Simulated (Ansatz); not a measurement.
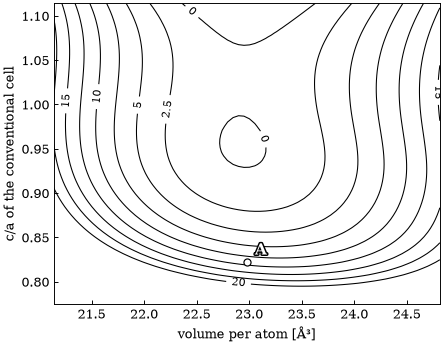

Mg (I4/mmm, No. 139; 1 atom in the cell). The energy is mapped over volume and the cell's shape. Coordinates scanned: (1) volume per atom; (2) c/a of the conventional cell. Nothing is relaxed (symmetry fixes all fractional coordinates). Grid: 7 × 7 points. Points are written as (first, second). Energies are in meV/atom, from the relaxed crystal. Computed with DFT PBE, scalar-relativistic, plane waves, PAW in Ansatz 0.2.0. Settings: cutoff 520 eV, k-mesh 20×20×20, gaussian smearing 0.15 eV, no spin polarisation.

Drawn: contour lines labelled in meV/atom (none above 20), the point A. Between grid points the surface is interpolated.

Question: Is A at rest? If not, where is it pushed?

Answer: A, at (22.98 Å³, 0.823), is not a stationary point. The computed force is 3.2 meV/atom for each Å³ towards larger values of volume per atom and 280 meV/atom for each unit towards larger values of c/a of the conventional cell.
